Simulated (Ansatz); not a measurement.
Run report: SnO₂, band-structure calculation

System: SnO₂ (6 atoms in the cell).
Method: DFT r2SCAN, scalar-relativistic, plane waves, PAW, no spin polarisation (Ansatz 0.2.0).

Figures and captions count atoms from 1; the log counts them from 0 in places.

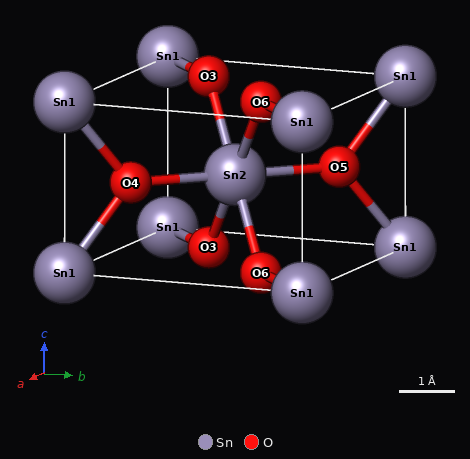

Fig. 1: The input geometry (ball-and-stick view of the cell of the calculation, seen slightly off an axis; atoms are numbered from 1 in the order of the input). An atom can appear more than once, as a periodic image. Near neighbours in the periodic cell (some may lie outside the picture): Sn has 6 O at 2.06 to 2.07 Å; O has 3 Sn at 2.06 to 2.07 Å.

Input:
```yaml
crystal:
  lattice:
    - [4.7602402987, 0.0, 0.0]
    - [0.0, 4.7602402987, 0.0]
    - [0.0, 0.0, 3.2007837667]
  atoms:
    - { symbol: Sn, position: [0.0, 0.0, 0.0] }
    - { symbol: Sn, position: [0.5, 0.5, 0.5] }
    - { symbol: O, position: [0.3059140393, 0.3059140393, 0.0] }
    - { symbol: O, position: [0.8059140393, 0.1940859607, 0.5] }
    - { symbol: O, position: [0.1940859607, 0.8059140393, 0.5] }
    - { symbol: O, position: [0.6940859607, 0.6940859607, 0.0] }
basis:
  ecutwfc: 500
  ecutrho_ratio: 4
kpoints:
  mp_grid: { grid: [6, 6, 10] }
  band_path:
    path:
      - [[0.0, 0.0, 0.0], [0.0, 0.5, 0.0], [0.5, 0.5, 0.0], [0.0, 0.0, 0.0], [0.0, 0.0, 0.5], [0.0, 0.5, 0.5], [0.5, 0.5, 0.5], [0.0, 0.0, 0.5]]
      - [[0.0, 0.5, 0.0], [0.0, 0.5, 0.5]]
      - [[0.5, 0.5, 0.0], [0.5, 0.5, 0.5]]
    npoints: 14
hamiltonian:
  xc: r2scan
scf:
  occupations: { method: gaussian, width: 0.05 }
  n_extra_bands: 19
output:
  forces: true
  stress: true
  eigenvalues: true
  populations: true
  dos: { projected: true, de: 0.02, nscf_kmesh: { grid: [9, 9, 15] } }
  bader: true
  write_density: true
  write_potential: true
  elf: true
  volumetric_format: npy
```

Hardware: 4 threads of Intel Xeon (Sapphire Rapids), 32 GiB of memory available, shared host.

Command:
```bash
ansatz run input.yaml --threads 4 --pin off --max-ram 7168MiB --backend cpu --events-out ev --progress --plain --runs-dir out
```

What the program printed:
```
scf.n_extra_bands = 19 over 26 filled bands (N_el = 52.0): the run solves 45 bands
Engine: ansatz 0.2.0, x86_64-unknown-linux-gnu
Pseudopotentials: kind: paw
Pseudopotential: Sn, paw, valence charge 14, recommended cutoff 500 eV (meta_gga), Sn.paw.azcp
Pseudopotential: O, paw, valence charge 6, recommended cutoff 500 eV (meta_gga), O.paw.azcp
Functional definition: r2SCAN
  parameter k0 = 0.174
  parameter k1 = 0.065
  parameter a1 = 4.9479
  exchange = r2scan_x(k0 = k0, k1 = k1, a1 = a1)
  correlation = r2scan_c
Crystal: 6 atoms, lattice volume = 72.529 Å³
Basis set: ecut = 500 eV, 1867 PW (Γ), exchange–correlation on 144×144×96 points (64 copies of the dense FFT grid, shifted against one another)
Bands: 45, of which v1, the nominal top of the filled ones, is band 26 counted from 1 (25 counted from 0)
Symmetry: 16 space group operations
Space group: P42/mnm (ITA 136), of the structure as read, at distance tolerance 4.2e-5 Å
k-points: 60 of 360
Non-local potential: Sn, projectors of the file, l = 0: 2, l = 1: 2, l = 2: 2, l = 3: 2
Non-local potential: O, projectors of the file, l = 0: 2, l = 1: 2, l = 2: 1
PAW form: soft (Blöchl's): semilocal exchange-correlation on the pseudo side does not see the compensation charge
PAW frozen core: Sn, regenerated for the run's functional (the file was generated under x = pbe(κ = 0.804, μ = 0.2195149727645171), c = pbe(β = 0.06672455060314922))
PAW frozen core: O, regenerated for the run's functional (the file was generated under x = pbe(κ = 0.804, μ = 0.2195149727645171), c = pbe(β = 0.06672455060314922))
PAW one-centre angular grid: Sn, 590 points (default); XC on 249 of its mesh's 2787 points in the sphere
PAW one-centre angular grid: O, 302 points (default); XC on 160 Gauss nodes
Initial density: superposition of atomic densities (neutral atoms: chi_scale 0, normalization atom), corrected by the library's trained network
Initial wavefunctions: pseudopotential atomic-orbital guess
Functional: x = r2scan, c = r2scan; τ floored in thin density (d = 2e-4 eV/Å³)
SCF iter   1: F=—  HF=-14352.325014 eV  |F-HF|=—  |Δ(HF+E_count)|=         —  Δρ=1.03e-2  dr2=5.61e-2  dr2_τ=2.69e-1  ethr=1.77e-3  ⟨swp⟩=5.4  Hψ=11576  notcnv=0  defer=473
preconditioner: auto → Resta (q_TF=auto, 2.581 Å⁻¹)  ε∞=2.4  [insulator: Δε(μ)=1.816 eV  Ē_g=26.654 eV  σ=0.050 eV  W_gap=1.00  n_scr=18 (ndim 8)  ℏωp=31.4 eV  f_vac=0.030  D(μ)=0.00/eV (n_scr^D=0)  ε∞_Penn≈2.4]
SCF iter   2: F=—  HF=-14352.428498 eV  |F-HF|=—  |Δ(HF+E_count)|=   1.03e-1  Δρ=5.97e-3  dr2=1.30e-2  dr2_τ=1.09e-3  ethr=1.08e-4  ⟨swp⟩=2.0  Hψ=4426  notcnv=0  defer=852
SCF iter   3: F=—  HF=-14352.427977 eV  |F-HF|=—  |Δ(HF+E_count)|=   5.21e-4  Δρ=1.01e-3  dr2=6.56e-4  dr2_τ=1.24e-4  ethr=2.50e-5  ⟨swp⟩=1.0  Hψ=1848  notcnv=0  defer=852
SCF iter   4: F=—  HF=-14352.427983 eV  |F-HF|=—  |Δ(HF+E_count)|=   6.75e-6  Δρ=2.80e-4  dr2=4.06e-5  dr2_τ=4.05e-6  ethr=1.26e-6  ⟨swp⟩=2.1  Hψ=2737  notcnv=0  defer=852
SCF iter   5: F=—  HF=-14352.427984 eV  |F-HF|=—  |Δ(HF+E_count)|=   3.30e-7  Δρ=6.96e-5  dr2=4.01e-6  dr2_τ=2.66e-7  ethr=7.80e-8  ⟨swp⟩=2.2  Hψ=2843  notcnv=0  defer=852
SCF iter   6: F=—  HF=-14352.427984 eV  |F-HF|=—  |Δ(HF+E_count)|=   2.33e-8  Δρ=3.34e-5  dr2=8.85e-7  dr2_τ=2.93e-8  ethr=7.72e-9  ⟨swp⟩=2.9  Hψ=3478  notcnv=0  defer=852
SCF iter   7: F=-14352.427984 eV  HF=-14352.427984 eV  |F-HF|=2.35e-9  |Δ(HF+E_count)|=   1.86e-7  Δρ=3.22e-6  dr2=6.86e-9  dr2_τ=4.35e-10  ethr=1.92e-10  ⟨swp⟩=15.9  Hψ=22457  notcnv=0
SCF 1 converged in 7 iterations: F = -14352.427984 eV  dr2 = 6.86e-9
  greatest PAW one-centre occupation: 0.996 electrons in one spin orbital (limit 2), on the Sn atom at site 0 (counted from 0), in its partial waves of l = 2
```

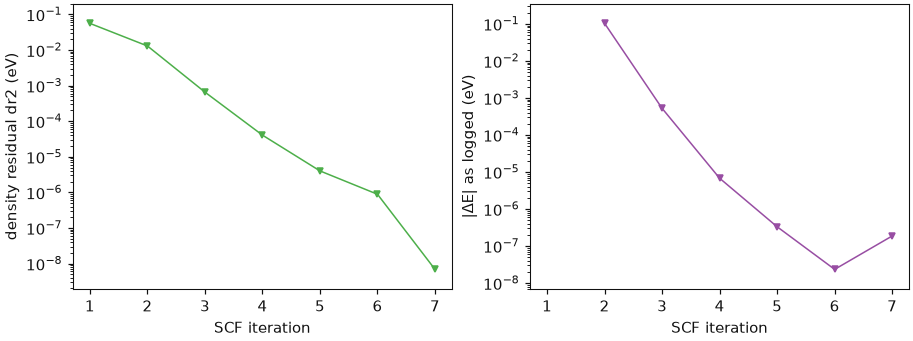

Fig. 2: Convergence of the self-consistent field: density residual dr2 and size of the energy change against the SCF iteration. The residual falls at every step.

```
NSCF: frozen V_eff on 129 k-points
NSCF: frozen V_eff on 120 k-points
SCF converged after 7 iterations
Free energy (F): -14352.427984 eV
Harris-Foulkes:  -14352.427984 eV  (|F-HF|=2.35e-9)
Internal energy: -14352.427984 eV  (E = F + TS)
E sigma→0 (E₀):  -14352.427984 eV
Fermi energy:    9.762292 eV
--- Per-component energies (eV) ---
  E_band       = -165.039298
  E_kinetic    = 1085.729001
  E_local      = -2885.834130  (includes V_loc(G=0)·N_el)
  E_nonlocal   = 131.538748
  E_hartree    = 1502.183386
  E_xc         = -1035.807963
  E_vxc        = -622.675291  (∫ρ·V_xc dr)
  E_paw        = -8986.288547  (= ΣΔE_a)
  E_vpaw       = -917.467557  (= ΣTr[D̂ρ^β])
  E_aug_tail   = 0.003911  (compensation charges beyond the density's cutoff)
  E_vtau       = 39.297231  (kinetic-family band-sum trace: ∫τ·v_τ [+ j·A + Jᵃ·Aᵃ] dr)
  E_ewald      = -4165.295265
  E_core_change = 1.342876  (= ΣΔE_core)
  E_smearing   = -0.000000  (= −TS)
  E_closure    = 0.000000  (closes the sum)
  Σ components = -14352.427984   (vs F -14352.427984, Δ=0.00e0)
--- Forces (eV/Å), atoms counted from 1 ---
  atom   1  Sn     0.00000000    -0.00000000     0.00000000
  atom   2  Sn     0.00000000     0.00000000     0.00000000
  atom   3  O     -0.00023065    -0.00023065     0.00000000
  atom   4  O     -0.00023065     0.00023065     0.00000000
  atom   5  O      0.00023065    -0.00023065     0.00000000
  atom   6  O      0.00023065     0.00023065     0.00000000
  max |Σ_I F_I| component: 0.00e0 eV/Å
--- Stress (GPa, compression-positive) ---
       -0.026735       0.000000       0.000000
        0.000000      -0.026735       0.000000
        0.000000       0.000000      -0.020865
  P = ⅓ Tr σ = -0.0248 GPa (-0.248 kbar)
--- Band table (eV; the first three rows and the last of 60) ---
  k-point 0: bands = ["-12.8792", "-11.9949", "-11.7031", "-11.6854", "-11.6854", "-11.6317", "-11.5610", "-11.4772", "-11.4443", "-11.4443", "-10.8113", "-9.1459", "-9.1459", "-7.1880", "0.8323", "4.8617", "4.8617", "4.9843", "5.7570", "6.9221", "7.0016", "7.6756", "7.6756", "8.1118", "8.1118", "8.8790", "10.6456", "15.6972", "15.9275", "15.9275", "20.0131", "20.3322", "21.9519", "21.9519", "22.3143", "22.3544", "25.1977", "26.3609", "28.8187", "29.4621", "29.4763", "29.4763", "29.5793", "29.5793", "30.7342"]
  k-point 1: bands = ["-12.8298", "-11.9281", "-11.8064", "-11.8064", "-11.6856", "-11.6445", "-11.5571", "-11.4775", "-11.4583", "-11.4583", "-10.7673", "-8.9634", "-8.9634", "-7.2684", "0.8335", "4.8983", "4.9550", "4.9550", "5.8234", "6.2373", "6.9553", "7.2902", "7.2902", "8.1453", "8.1453", "8.7946", "11.2897", "15.9164", "16.3619", "16.3619", "19.3195", "20.9911", "21.9148", "21.9148", "22.1964", "22.2943", "24.9980", "25.6066", "27.7103", "27.7103", "29.5680", "29.8041", "30.2832", "30.5485", "30.5485"]
  k-point 2: bands = ["-12.6925", "-12.0758", "-12.0758", "-11.7783", "-11.6709", "-11.6372", "-11.5463", "-11.4859", "-11.4859", "-11.4787", "-10.6123", "-8.5361", "-8.5361", "-7.5143", "0.8572", "4.7388", "5.0122", "5.2066", "5.2066", "6.0191", "6.5010", "6.5010", "6.6468", "8.1008", "8.1008", "8.5508", "12.5614", "16.3529", "17.4273", "17.4273", "18.6795", "21.6719", "21.7623", "21.7794", "21.7794", "22.2490", "24.4549", "24.6289", "26.2477", "26.2477", "29.1524", "30.5871", "30.6340", "30.7397", "30.7397"]
  k-point 59: bands = ["-12.6112", "-12.6112", "-12.0950", "-12.0950", "-11.5512", "-11.5512", "-11.4942", "-11.4942", "-11.4545", "-11.4545", "-8.9748", "-8.9748", "-7.6372", "-7.6372", "1.0326", "1.0326", "3.9175", "3.9175", "6.3736", "6.3736", "6.5383", "6.5383", "7.9299", "7.9299", "8.0302", "8.0302", "14.3881", "14.3881", "18.5286", "18.5286", "20.7733", "20.7733", "20.9203", "20.9203", "22.8693", "22.8693", "24.9798", "24.9798", "25.6717", "25.6717", "27.6181", "27.6181", "28.9872", "28.9872", "32.0977"]
--- Löwdin populations: 6 sites ---
  site symbol       q [e]
     0     Sn     12.1619
     1     Sn     12.1619
     2      O      6.8494
     3      O      6.8494
     4      O      6.8494
     5      O      6.8494
  spilling = 0.005359 (of n_electrons = 52.000000)
--- Bader charges: 6 sites ---
  site symbol  charge [e]  shift [e]
     0     Sn      2.6225     0.0162
     1     Sn      2.6225     0.0162
     2      O     -1.3112     0.0081
     3      O     -1.3112     0.0081
     4      O     -1.3112     0.0081
     5      O     -1.3112     0.0081
  estimated error of the sums over rays = 2.8e-4 e
```

File bader_charges.tsv:
```
# site	symbol	x_ang	y_ang	z_ang	partial_charge_e	electrons	volume_ang3	relative_density_drop	shared_charge_e	partial_wave_shift_e
# quadrature_error_electrons = 2.8e-4
0	Sn	0.0000	0.0000	0.0000	2.62249	47.37751	9.89	-	2.62249	0.01621
1	Sn	2.3801	2.3801	1.6004	2.62249	47.37751	9.89	-	2.62249	0.01621
2	O	1.4562	1.4562	0.0000	-1.31125	9.31125	13.19	-	-1.31125	0.00811
3	O	3.8363	0.9239	1.6004	-1.31124	9.31124	13.19	-	-1.31124	0.00811
4	O	0.9239	3.8363	1.6004	-1.31124	9.31124	13.19	-	-1.31124	0.00811
5	O	3.3040	3.3040	0.0000	-1.31124	9.31124	13.19	-	-1.31124	0.00811
```

File populations.tsv:
```
# site	symbol	l	j	q
# orbitals = lowdin
# n_electrons = 52.000000
# spilling = 0.005359
0	Sn	0_5S	-	0.819833
0	Sn	1_5P	-	1.349126
0	Sn	2_4D	-	9.992966
1	Sn	0_5S	-	0.819833
1	Sn	1_5P	-	1.349126
1	Sn	2_4D	-	9.992966
2	O	0_2S	-	1.724049
2	O	1_2P	-	5.125318
3	O	0_2S	-	1.724049
3	O	1_2P	-	5.125318
4	O	0_2S	-	1.724049
4	O	1_2P	-	5.125318
5	O	0_2S	-	1.724049
5	O	1_2P	-	5.125318
```

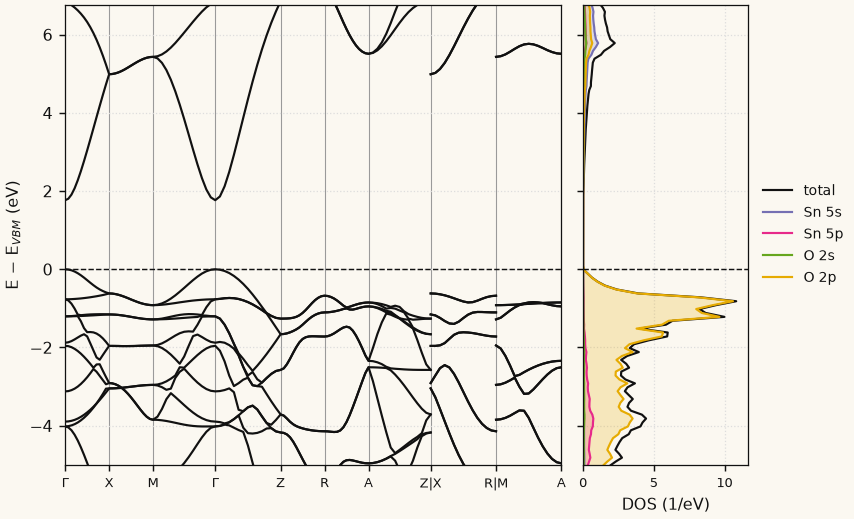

Fig. 3: Band structure along Γ–X–M–Γ–Z–R–A–Z|X–R|M–A and density of states (projected on Löwdin-orthogonalised atomic shells), with energies from the valence-band top. There is a gap of 1.77 eV on this path, direct, at Γ.

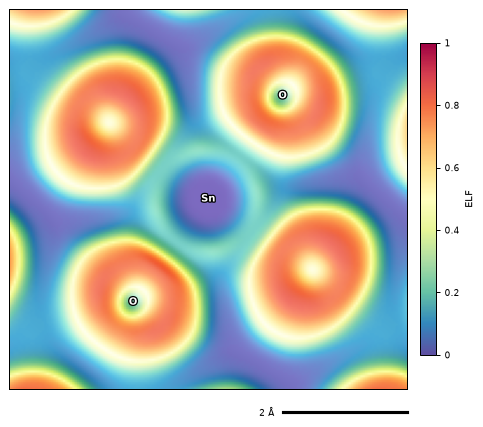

Fig. 4: Electron localisation function on the (111) plane of the conventional cell. The section cuts through Sn and O sites. Sn–O (2.06 Å): the ELF is about 0.25 at the midpoint. The fields are those of the smooth PAW valence density.

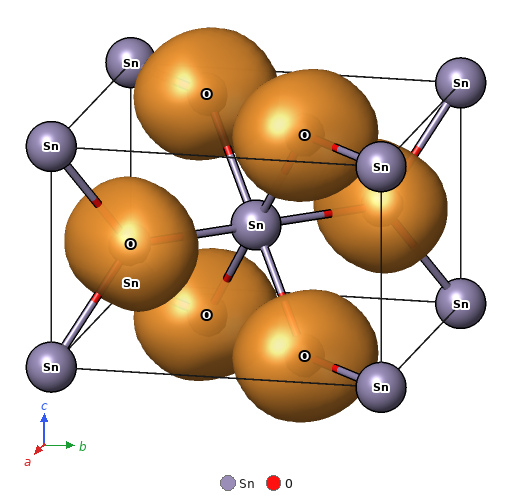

Fig. 5: Isosurface of the ELF at 0.6 (orange), seen slightly off an axis. Core shells and regions of very low density are left out. Sticks mark near contacts. The outline is the cell set on symmetry axes. Along the contacts the grid gives the following. Sn–O (2.06 Å): the ELF is about 0.25 at the midpoint.

Key numbers:

| quantity | value |
| --- | --- |
| outcome | converged |
| space group (tolerance 0.01 Å) | P4₂/mnm (136) |
| electrons treated | 52 |
| free energy | −14352.4280 eV |
| Fermi energy | 9.762 eV |
| gap on the k-point mesh | 1.77 eV |
| gap on the band path | 1.77 eV |
| pressure | −0.02 GPa |
| largest force (length of the vector) | under 0.001 eV/Å |
| wall time | 25 s (CPU time 96 s) |
| peak memory | 0.76 GiB |
